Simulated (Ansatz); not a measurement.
# A series of single points on BAs

System: BAs (F-43m, 2 atoms in the cell).
Method: Kohn-Sham DFT of a periodic cell, r2SCAN0, Ansatz PAW, no spin polarisation (Ansatz 0.2.0).

The 6 runs differ only in the geometry, by an even scaling of the cell at fixed fractional positions. The structure derives from an entry of the Crystallography Open Database.

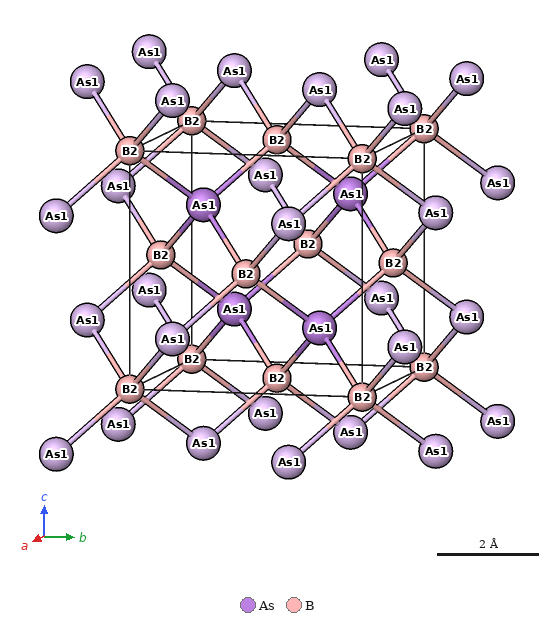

Figure 1. The structure of run 4 (ball-and-stick view of the cell 4 times as large as that of the calculation, set on its symmetry axes, seen slightly off an axis; neighbours outside the cell are drawn fainter; atoms are numbered from 1 in the order of the input).

## Input of run 4
```yaml
crystal:
  lattice:
    - [0.0, 2.4043183418, 2.4043183418]
    - [2.4043183418, 0.0, 2.4043183418]
    - [2.4043183418, 2.4043183418, 0.0]
  atoms:
    - { symbol: As, position: [0.75, 0.75, 0.75] }
    - { symbol: B, position: [0.0, 0.0, 0.0] }
hamiltonian:
  xc: r2scan0
  pseudopotentials: { kind: paw }
kpoints:
  mp_grid: { grid: [5, 5, 5] }
scf:
  occupations: { method: fermi_dirac, width: 0.05 }
output:
  forces: true
  stress: true
  eigenvalues: true
```

Command:
```bash
ansatz run input.yaml --threads 2 --pin off --max-ram 5632MiB --backend cpu --events-out ev --progress --plain --runs-dir out
```

Run 5 differs from it as follows:
```diff
-    - [0.0, 2.4043183418, 2.4043183418]
-    - [2.4043183418, 0.0, 2.4043183418]
-    - [2.4043183418, 2.4043183418, 0.0]
+    - [0.0, 2.419931236, 2.419931236]
+    - [2.419931236, 0.0, 2.419931236]
+    - [2.419931236, 2.419931236, 0.0]
```

## Results, with one run withheld

| run | volume per atom (Å³) | free energy per atom, from the lowest run given (meV) | pressure (GPa) | gap on the mesh (eV) |
| --- | --- | --- | --- | --- |
| 1 | 12.809 | 17.15 | 8.69 | 2.56 |
| 2 | 13.354 | 0.07 | 1.59 | 2.60 |
| 3 | 13.626 | 0.00 | −1.47 | 2.61 |
| 4 | 13.899 | 4.89 | −4.23 | 2.63 |
| 5 | 14.171 | ? | ? | ? |
| 6 | 14.444 | 27.63 | −8.99 | 2.66 |

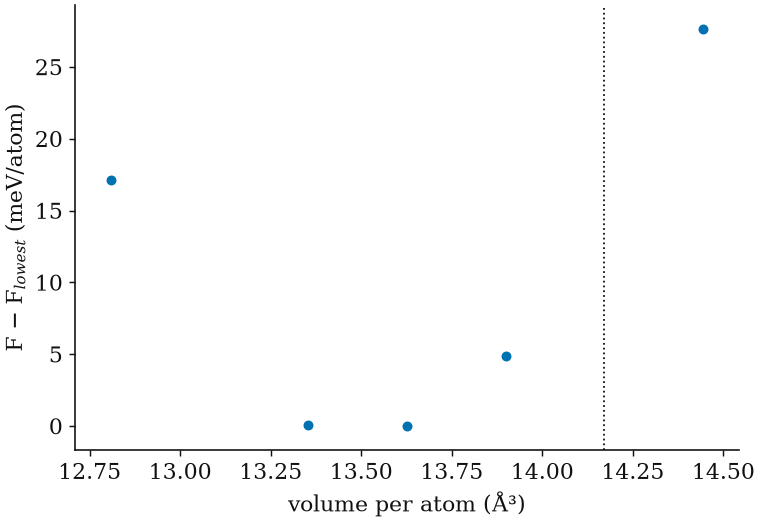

Figure 2. Free energy per atom of the runs given; the dotted line marks run 5.

Fit the runs given and predict run 5.

A cubic polynomial in V^(−2/3) (the Birch–Murnaghan form), fitted to the 5 runs given, misses them by under 0.01 meV per atom. With x = V^(−2/3) − 0.17544 Å⁻², it reads F = −0.14636 − 923.75 x + 4.5943e+05 x² − 38813 x³ (meV per atom). At run 5 it gives 14.22 meV per atom, and the run itself gives 14.23. The slope of the fit gives a pressure −dF/dV of −6.72 GPa there, and the run prints −6.73 GPa. The fit has its minimum at 13.492 Å³ per atom, where V d²F/dV² gives 151 GPa: the bulk modulus at this level, since symmetry fixes the shape and the positions. The gap on the mesh goes, without turning, from 2.56 eV in run 1 to 2.66 eV in run 6; run 5 has 2.65 eV. These are gaps of this functional on this mesh, which can miss the band edges; they aren't the measured gap.

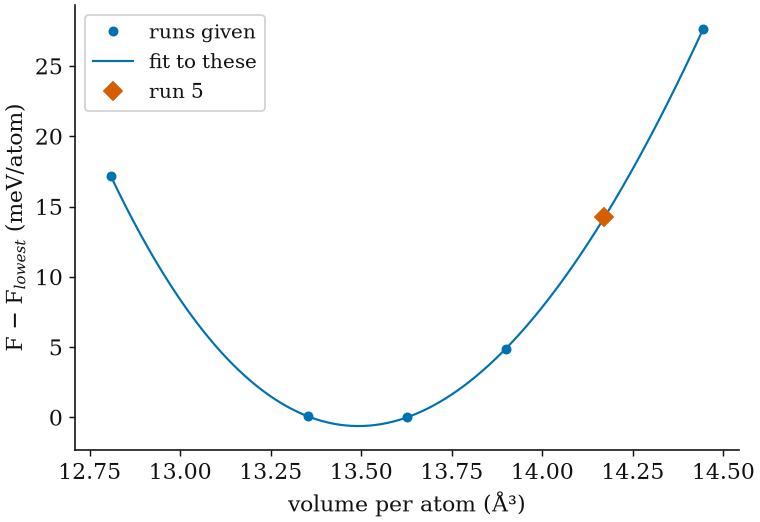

Figure 3. The fit and the withheld run.

## Output, shortened to warnings, some set-up lines, iterations and results (run 5)
```
Warning: output.stress: scf.convergence.dr2_threshold = 1e-7 eV (the SCF's general default) is looser than the 2e-10 eV advised for a printed stress (1e-10 eV for each atom of the cell: 2). What an SCF threshold leaves in a stress goes as its square root, and in the free energy as the threshold itself, and one threshold admits the most on a small cell: of the crystals measured, under no hybrid …
Warning: output.stress: scf.exx.energy_threshold = 1e-6 eV is looser than the 2e-8 eV advised for a stress under a hybrid functional (1e-8 eV for each atom of the cell: 2). Every SCF of the exchange loop can meet its threshold on dr2 while the loop round them stops early: no threshold on dr2 bounds what that leaves in the stress. Set scf.exx.energy_threshold to 2e-8 eV or tighter. The threshold …
Basis set: ecut = 500 eV, 725 PW (Γ), exchange–correlation on 100×100×100 points (64 copies of the dense FFT grid, shifted against one another)
Symmetry: 24 space group operations
k-points: 10 of 125 (time reversal used)
Initial density: superposition of atomic densities (neutral atoms: chi_scale 0, normalization atom), corrected by the library's trained network
[...]
SCF iter   1: F=—  HF=-5021.249068 eV  |F-HF|=—  |Δ(HF+E_count)|=         —  Δρ=5.93e-3  dr2=1.05e-2  dr2_τ=8.75e-2  ethr=1.77e-3  ⟨swp⟩=5.5  Hψ=522  notcnv=0
SCF iter   2: F=—  HF=-5021.272713 eV  |F-HF|=—  |Δ(HF+E_count)|=   2.36e-2  Δρ=2.51e-3  dr2=9.44e-4  dr2_τ=1.04e-4  ethr=5.22e-6  ⟨swp⟩=2.0  Hψ=585  notcnv=0
SCF iter   3: F=—  HF=-5021.272818 eV  |F-HF|=—  |Δ(HF+E_count)|=   1.05e-4  Δρ=1.34e-3  dr2=2.38e-4  dr2_τ=3.17e-6  ethr=5.22e-6  ⟨swp⟩=2.0  Hψ=220  notcnv=0
SCF iter   4: F=-5021.272888 eV  HF=-5021.272886 eV  |F-HF|=1.87e-6  |Δ(HF+E_count)|=   6.79e-5  Δρ=2.77e-4  dr2=9.53e-6  dr2_τ=2.21e-7  ethr=1.32e-6  ⟨swp⟩=2.0  Hψ=220  …
SCF 1 stopped early in 4 iterations: F = -5021.272888 eV  dr2 = 9.53e-6
[... 6 lines ...]
SCF 2 stopped early in 6 iterations: F = -5020.457799 eV  dr2 = 7.45e-7
SCF iter   1: F=—  HF=-5020.457900 eV  |F-HF|=—  |Δ(HF+E_count)|=         —  Δρ=3.78e-5  dr2=1.86e-7  dr2_τ=8.29e-9  ethr=5.79e-7  ⟨swp⟩=3.7  Hψ=286  notcnv=0
SCF iter   2: F=—  HF=-5020.457900 eV  |F-HF|=—  |Δ(HF+E_count)|=   3.24e-7  Δρ=8.85e-6  dr2=8.45e-9  dr2_τ=7.59e-10  ethr=9.23e-10  ⟨swp⟩=4.0  Hψ=388  notcnv=0
SCF iter   3: F=-5020.457900 eV  HF=-5020.457900 eV  |F-HF|=1.69e-9  |Δ(HF+E_count)|=   2.97e-9  Δρ=3.99e-6  dr2=3.88e-9  dr2_τ=1.35e-10  ethr=3.17e-11  ⟨swp⟩=3.0  Hψ=313  …
SCF 3 converged in 3 iterations: F = -5020.457900 eV  dr2 = 3.88e-9
  Residual-converged pass: ⟨swp⟩=2.3  Hψ=222  notcnv=0  max |occ|·‖R‖ = 2.2e-6 eV (tolerance 2.4e-6 eV)  dr2=3.89e-9  dr2_τ=1.36e-10  dr2_onsite=3.87e-10  max |Δocc| = 3.8e-21
hybrid outer 2: dexx = +2.184e-7 eV, tail = 2.20e-8 eV, Δε = 2.22e-3 eV (about 1.24e-4 eV left of the loop's levels)
hybrid SCF converged: 2 outer / 9 inner (+4 warm-up), last move |dexx| = 2.18e-7 eV, tail = 2.20e-8 eV
Stability not checked: this state was not tested for a lower state beside it, because the functional holds exact exchange (a hybrid, or Hartree-Fock), whose exchange loop this test does not read (fock_operator; see scf.lower_state_search)
Free energy (F): -5020.457900 eV
Frozen-core exchange: fock
Harris-Foulkes:  -5020.457900 eV  (|F-HF|=1.69e-9)
Internal energy: -5020.457900 eV  (E = F + TS)
E sigma→0 (E₀):  -5020.457900 eV
Fermi energy:    11.068154 eV
--- Per-component energies (eV) ---
  E_band       = -281.958979
  E_kinetic    = 149.277152
  E_local      = -1728.508378  (includes V_loc(G=0)·N_el)
  E_nonlocal   = -658.400536
  E_hartree    = 954.842980
  E_xc         = -81.632076
  E_vxc        = -95.031654  (∫ρ·V_xc dr)
  E_exx        = -74.058893  (= α·E_x^exact, valence–valence)
  E_paw        = -1876.844511  (= ΣΔE_a)
  E_vpaw       = 285.296358  (= ΣTr[D̂ρ^β])
  E_aug_tail   = -0.000007  (compensation charges beyond the density's cutoff)
  E_vtau       = 3.839931  (kinetic-family band-sum trace: ∫τ·v_τ [+ j·A + Jᵃ·Aᵃ] dr)
  E_ewald      = -1703.359798
  E_core_change = -1.773835  (= ΣΔE_core)
  E_smearing   = -0.000000  (= −TS)
  E_closure    = -0.000000  (closes the sum)
  Σ components = -5020.457900   (vs F -5020.457900, Δ=-9.09e-13)
--- Forces (eV/Å), atoms counted from 1 ---
  atom   1  As    -0.00000000     0.00000000     0.00000000
  atom   2  B     -0.00000000     0.00000000    -0.00000000
  max |Σ_I F_I| component: 5.64e-16 eV/Å
--- Stress (GPa, compression-positive) ---
       -6.726669       0.000000       0.000000
        0.000000      -6.726669       0.000000
       -0.000000       0.000000      -6.726669
  P = ⅓ Tr σ = -6.7267 GPa (-67.267 kbar)
```

The program warns: the exchange loop's threshold is looser than advised for the stress; the SCF threshold is looser than advised for the printed stress.
